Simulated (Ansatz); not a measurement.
Single-point calculation, with input and output: Mn$_{3}$Sn (part 1 of 2)

The run: single-point calculation of Mn$_{3}$Sn (P6₃/mmc, 16 atoms in the cell). Method and program: DFT PBE, scalar-relativistic, plane waves, PAW, spin-polarised (Ansatz 0.2.0).

The structure derives from an entry of the Crystallography Open Database. Figures and captions count atoms from 1; the log counts them from 0 in places.

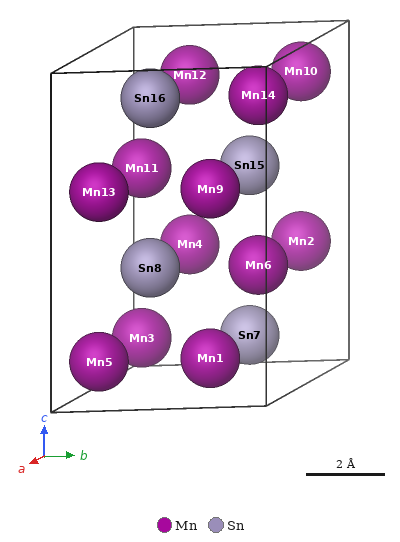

Fig. 1: The structure (spheres-only view of the cell of the calculation, seen slightly off an axis; atoms are numbered from 1 in the order of the input). An atom can appear more than once, as a periodic image.

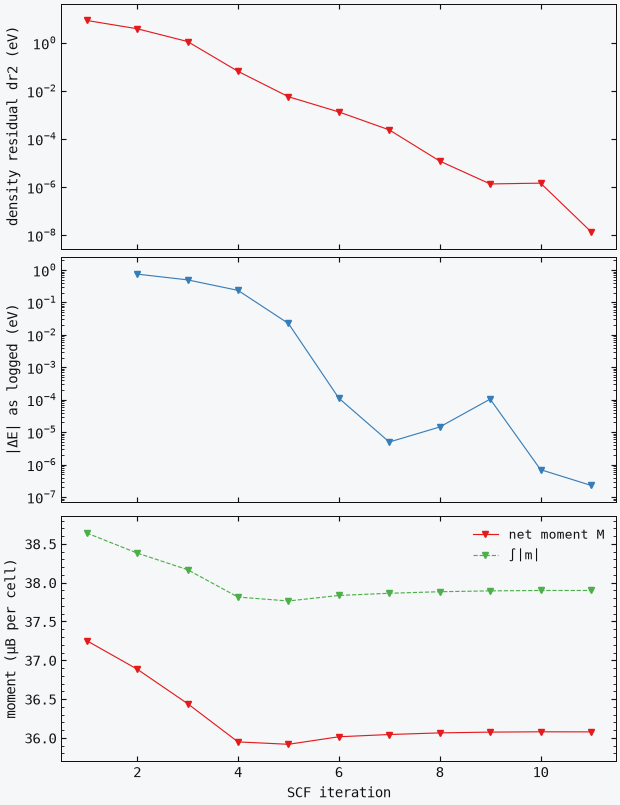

Fig. 2: Convergence of the self-consistent field: density residual dr2, size of the energy change and magnetic moment against the SCF iteration. The residual falls almost steadily, with no more than small rises. The net moment goes from 37.3 to 36.1 μB per cell.

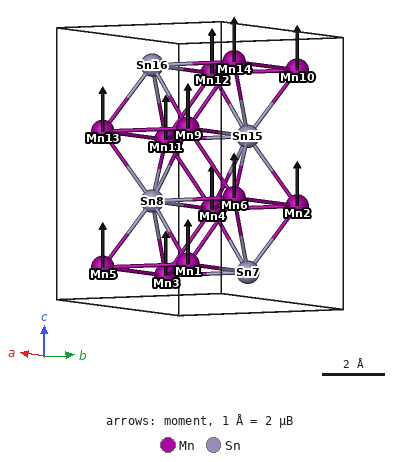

Fig. 3: Magnetic moments of the sites as black arrows (ball-and-stick view of the cell of the calculation, seen at an oblique angle; atoms are numbered from 1 in the order of the input); small moments hardly show. The run is collinear, so the axis drawn is arbitrary. Site moments: all 12 Mn atoms (2.99 μB); all 4 Sn atoms (−0.12 μB). They are counted near the atoms and needn't add up to the moment of the cell.

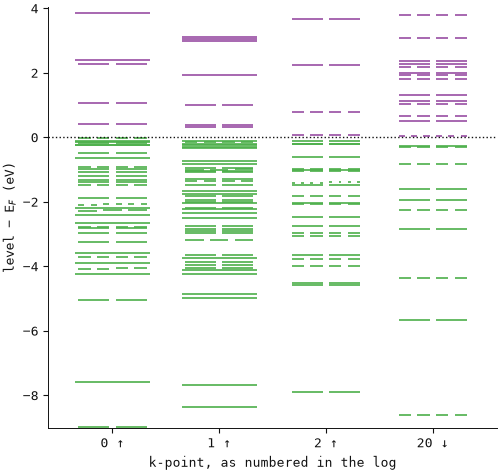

Fig. 4: Kohn–Sham levels near the Fermi level (dotted) at the few k-points that the log prints; levels within 0.02 eV of each other stand side by side. The system is metallic on the full mesh.

The input that produced these results follows, with the program's output.

### Input
```yaml
crystal:
  lattice:
    - [5.5832669076, 0.0, 0.0]
    - [-2.7916334538, 4.8352509781, 0.0]
    - [0.0, 0.0, 8.9558700391]
  atoms:
    - { symbol: Mn, position: [0.8389627555, 0.677925511, 0.125], spin: 3.5 }
    - { symbol: Mn, position: [0.1610372445, 0.8389627555, 0.375], spin: 3.5 }
    - { symbol: Mn, position: [0.322074489, 0.1610372445, 0.125], spin: 3.5 }
    - { symbol: Mn, position: [0.1610372445, 0.322074489, 0.375], spin: 3.5 }
    - { symbol: Mn, position: [0.8389627555, 0.1610372445, 0.125], spin: 3.5 }
    - { symbol: Mn, position: [0.677925511, 0.8389627555, 0.375], spin: 3.5 }
    - { symbol: Sn, position: [0.3333333333, 0.6666666667, 0.125] }
    - { symbol: Sn, position: [0.6666666667, 0.3333333333, 0.375] }
    - { symbol: Mn, position: [0.8389627555, 0.677925511, 0.625], spin: 3.5 }
    - { symbol: Mn, position: [0.1610372445, 0.8389627555, 0.875], spin: 3.5 }
    - { symbol: Mn, position: [0.322074489, 0.1610372445, 0.625], spin: 3.5 }
    - { symbol: Mn, position: [0.1610372445, 0.322074489, 0.875], spin: 3.5 }
    - { symbol: Mn, position: [0.8389627555, 0.1610372445, 0.625], spin: 3.5 }
    - { symbol: Mn, position: [0.677925511, 0.8389627555, 0.875], spin: 3.5 }
    - { symbol: Sn, position: [0.3333333333, 0.6666666667, 0.625] }
    - { symbol: Sn, position: [0.6666666667, 0.3333333333, 0.875] }
basis:
  ecutwfc: 420
  ecutrho_ratio: 4
kpoints:
  mp_grid: { grid: [6, 6, 4] }
hamiltonian:
  xc: pbe
scf:
  occupations: { method: gaussian, width: 0.05 }
  lower_state_search: "off"
output:
  forces: true
  stress: true
  eigenvalues: true
  populations: true
magnetization:
  spin_polarized: true
```

Launched with:
```bash
ansatz run input.yaml --threads 4 --pin off --max-ram 10240MiB --backend cpu --events-out ev --progress --plain --runs-dir out
```

### The program's output
```
Engine: ansatz 0.2.0, x86_64-unknown-linux-gnu
Pseudopotentials: kind: paw
Pseudopotential: Mn, paw, valence charge 15, recommended cutoff 420 eV (normal), Mn.paw.azcp
Pseudopotential: Sn, paw, valence charge 14, recommended cutoff 420 eV (normal), Sn.paw.azcp
Functional definition: PBE
  parameter kappa = 0.804
  parameter beta = 0.06672455060314922
  exchange = pbe_x(kappa = kappa, mu = beta*pi^2/3)
  correlation = pbe_c(beta = beta)
Crystal: 16 atoms, lattice volume = 241.777 Å³
Basis set: ecut = 420 eV, 4721 PW (Γ), exchange–correlation on 80×80×120 points (8 copies of the dense FFT grid, shifted against one another)
Bands: 167, of which v1, the nominal top of the filled ones, is band 118 counted from 1 (117 counted from 0)
Symmetry: 48 space group operations
Space group: P63/mmc (ITA 194), of the structure as read, at distance tolerance 6.2e-5 Å
Magnetic group: BNS 194.263 (UNI 1493), of the structure as read, at distance tolerance 6.2e-5 Å
k-points: 21 of 144
Non-local potential: Mn, projectors of the file, l = 0: 3, l = 1: 2, l = 2: 3, l = 3: 1
Non-local potential: Sn, projectors of the file, l = 0: 2, l = 1: 2, l = 2: 2, l = 3: 2
PAW form: soft (Blöchl's): semilocal exchange-correlation on the pseudo side does not see the compensation charge
PAW one-centre angular grid: Mn, 590 points (default); XC on 64 Gauss nodes
PAW one-centre angular grid: Sn, 590 points (default); XC on 64 Gauss nodes
Initial density: superposition of atomic densities (chi_scale 0.1, normalization cell)
Starting moments: Σ|m| = 42 μB on 12 of 16 sites
Initial wavefunctions: pseudopotential atomic-orbital guess
Functional: x = pbe(κ = 0.804, μ = 0.2195149727645171), c = pbe(β = 0.06672455060314922)
SCF iter   1: F=—  HF=-70881.102656 eV  |F-HF|=—  |Δ(HF+E_count)|=         —  Δρ=2.90e-2 (↑1.93e-2 ↓2.90e-2)  dr2=8.60e0  dr2_m=3.85e-1  M=37.253 μB ∫|m|=38.639 μB  β_m=0.30  ethr=3.10e-3  ⟨swp⟩=5.7  Hψ=25091  notcnv=0  defer=115
Mixer restart at iter 1: flushing history
preconditioner: auto → Kerker (q_TF=auto, 2.717 Å⁻¹)  [metal: Δε(μ)=0.002 eV  Ē_g=11.638 eV  σ=0.050 eV  W_gap=0.02  n_scr=96 (ndim 8)  ℏωp=28.3 eV  f_vac=0.000  D(μ)=13.46/eV (n_scr^D=134)]
spin=Collinear: Kerker preconditioning applied to the charge; magnetization (m = ρ↑ − ρ↓) channel mixes plain (no charge-response kernel on spin).
spin-set hold released at iteration 1 (the charge has settled, or the pull on large starting moments outlasts its swing): the magnetisation degrees of freedom join the quasi-Newton model from the next iteration; the mixer history was flushed
SCF iter   2: F=—  HF=-70880.354278 eV  |F-HF|=—  |Δ(HF+E_count)|=   7.48e-1  Δρ=1.93e-2 (↑1.41e-2 ↓1.93e-2)  dr2=3.88e0  dr2_m=3.14e-1  M=36.886 μB ∫|m|=38.381 μB  β_m=0.50  ethr=3.10e-3  ⟨swp⟩=2.0  Hψ=9119  notcnv=0  defer=982
SCF iter   3: F=—  HF=-70879.856818 eV  |F-HF|=—  |Δ(HF+E_count)|=   4.97e-1  Δρ=9.16e-3 (↑6.39e-3 ↓9.16e-3)  dr2=1.14e0  dr2_m=3.52e-2  M=36.442 μB ∫|m|=38.167 μB  β_m=0.54  ethr=1.64e-3  ⟨swp⟩=2.0  Hψ=9200  notcnv=0  defer=982
SCF iter   4: F=—  HF=-70879.620833 eV  |F-HF|=—  |Δ(HF+E_count)|=   2.36e-1  Δρ=2.81e-3 (↑2.81e-3 ↓1.65e-3)  dr2=6.56e-2  dr2_m=2.73e-3  M=35.949 μB ∫|m|=37.814 μB  β_m=0.67  ethr=4.82e-4  ⟨swp⟩=2.2  Hψ=9467  notcnv=0  defer=978
SCF iter   5: F=—  HF=-70879.598296 eV  |F-HF|=—  |Δ(HF+E_count)|=   2.25e-2  Δρ=1.03e-3 (↑9.16e-4 ↓1.03e-3)  dr2=5.76e-3  dr2_m=4.69e-4  M=35.918 μB ∫|m|=37.764 μB  β_m=0.82  ethr=2.78e-5  ⟨swp⟩=2.0  Hψ=9202  notcnv=0  defer=978
SCF iter   6: F=—  HF=-70879.598183 eV  |F-HF|=—  |Δ(HF+E_count)|=   1.12e-4  Δρ=8.31e-4 (↑8.31e-4 ↓2.17e-4)  dr2=1.34e-3  dr2_m=4.85e-4  M=36.015 μB ∫|m|=37.835 μB  β_m=0.91  ethr=2.44e-6  ⟨swp⟩=2.0  Hψ=8346  notcnv=0  defer=978
SCF iter   7: F=—  HF=-70879.598178 eV  |F-HF|=—  |Δ(HF+E_count)|=   4.99e-6  Δρ=4.68e-4 (↑4.68e-4 ↓1.61e-4)  dr2=2.40e-4  dr2_m=1.86e-4  M=36.044 μB ∫|m|=37.863 μB  β_m=0.93  ethr=5.69e-7  ⟨swp⟩=2.0  Hψ=7033  notcnv=0  defer=978
SCF iter   8: F=—  HF=-70879.598164 eV  |F-HF|=—  |Δ(HF+E_count)|=   1.45e-5  Δρ=1.02e-4 (↑5.10e-5 ↓1.02e-4)  dr2=1.21e-5  dr2_m=1.21e-5  M=36.065 μB ∫|m|=37.883 μB  β_m=0.96  ethr=1.02e-7  ⟨swp⟩=2.0  Hψ=9041  notcnv=0  defer=978
SCF iter   9: F=—  HF=-70879.598268 eV  |F-HF|=—  |Δ(HF+E_count)|=   1.05e-4  Δρ=3.24e-5 (↑2.28e-5 ↓3.24e-5)  dr2=1.35e-6  dr2_m=1.24e-6  M=36.075 μB ∫|m|=37.894 μB  β_m=0.98  ethr=5.11e-9  ⟨swp⟩=2.0  Hψ=10286  notcnv=0  defer=978
SCF iter  10: F=—  HF=-70879.598269 eV  |F-HF|=—  |Δ(HF+E_count)|=   7.02e-7  Δρ=1.96e-5 (↑1.96e-5 ↓8.39e-6)  dr2=1.46e-6  dr2_m=8.89e-8  M=36.079 μB ∫|m|=37.899 μB  β_m=0.99  ethr=5.72e-10  ⟨swp⟩=2.0  Hψ=10959  notcnv=0  defer=978
SCF iter  11: F=-70879.598269 eV  HF=-70879.598269 eV  |F-HF|=4.03e-9  |Δ(HF+E_count)|=   2.30e-7  Δρ=1.40e-6 (↑1.40e-6 ↓1.28e-6)  dr2=1.39e-8  dr2_m=5.82e-10  M=36.078 μB ∫|m|=37.899 μB  ethr=4.24e-11  ⟨swp⟩=10.3  Hψ=37840  notcnv=0
SCF 1 converged in 11 iterations: F = -70879.598269 eV  dr2 = 1.39e-8
  greatest PAW one-centre occupation: 1.001 electrons in one spin orbital (limit 2), on the Mn atom at site 12 (counted from 0), in its partial waves of l = 1
SCF converged after 11 iterations
Magnetization: 36.0784 μB (136.0392 up, 99.9608 down)
Absolute magnetization: 37.9148 μB (∫|ρ↑−ρ↓|, with the PAW one-centre terms)
Spin contamination: 0.6872 ħ² per cell (⟨S²⟩ above its minimum at these occupations)
Per-site moments (μB) at R_I (Å): [(2.9880731784647216, 1.1126534736596594), (2.9880731784647176, 1.1126534736596592), (2.9880731784647208, 1.1126534736596592), (2.9880731784647216, 1.1126534736596592), (2.988073178464719, 1.1126534736596592), (2.9880731784647203, 1.1126534736596592), (-0.12489259470826349, 1.1512492575114295), (-0.12489259470826385, 1.1512492575114295), (2.9880731784647216, 1.1126534736596594), (2.988073178464717, 1.1126534736596592), (2.988073178464721, 1.1126534736596592), (2.9880731784647216, 1.1126534736596592), (2.98807317846472, 1.1126534736596592), (2.98807317846472, 1.1126534736596592), (-0.12489259470826324, 1.1512492575114295), (-0.12489259470826426, 1.1512492575114295)]
Free energy (F): -70879.598269 eV
Harris-Foulkes:  -70879.598269 eV  (|F-HF|=4.03e-9)
Internal energy: -70879.577421 eV  (E = F + TS)
E sigma→0 (E₀):  -70879.587845 eV
Entropy (-TS):   -0.020847 eV (-1.303 meV/atom)
Fermi energy:    15.888549 eV
--- Per-component energies (eV) ---
  E_band       = -2675.890846
  E_kinetic    = 4412.363477
  E_local      = -24888.407625  (includes V_loc(G=0)·N_el)
  E_nonlocal   = 2825.583436
  E_hartree    = 11093.662315
  E_xc         = -2887.054303
  E_vxc        = -2122.509289  (∫ρ·V_xc dr)
  E_paw        = -32199.065117  (= ΣΔE_a)
  E_vpaw       = -5090.244828  (= ΣTr[D̂ρ^β])
  E_aug_tail   = -0.000118  (compensation charges beyond the density's cutoff)
  E_ewald      = -29236.659486
  E_smearing   = -0.020847  (= −TS)
  E_closure    = -0.000000  (closes the sum)
  Σ components = -70879.598269   (vs F -70879.598269, Δ=0.00e0)
--- Forces (eV/Å), atoms counted from 1 ---
  atom   1  Mn    -0.00000000    -0.00270595     0.00000000
  atom   2  Mn     0.00234343    -0.00135298    -0.00000000
  atom   3  Mn     0.00234343     0.00135298    -0.00000000
  atom   4  Mn    -0.00000000     0.00270595     0.00000000
  atom   5  Mn    -0.00234343     0.00135298     0.00000000
  atom   6  Mn    -0.00234343    -0.00135298     0.00000000
  atom   7  Sn     0.00000000     0.00000000     0.00000000
  atom   8  Sn    -0.00000000    -0.00000000    -0.00000000
  atom   9  Mn     0.00000000    -0.00270595     0.00000000
  atom  10  Mn     0.00234343    -0.00135298    -0.00000000
  atom  11  Mn     0.00234343     0.00135298    -0.00000000
  atom  12  Mn    -0.00000000     0.00270595     0.00000000
  atom  13  Mn    -0.00234343     0.00135298     0.00000000
  atom  14  Mn    -0.00234343    -0.00135298     0.00000000
  atom  15  Sn     0.00000000     0.00000000     0.00000000
  atom  16  Sn    -0.00000000    -0.00000000    -0.00000000
  max |Σ_I F_I| component: 6.22e-18 eV/Å
--- Stress (GPa, compression-positive) ---
        0.138259       0.000000       0.000000
        0.000000       0.138259       0.000000
        0.000000       0.000000       0.040326
  P = ⅓ Tr σ = 0.1056 GPa (1.056 kbar)
--- Band table (eV; the first three rows and the last of 42) ---
```
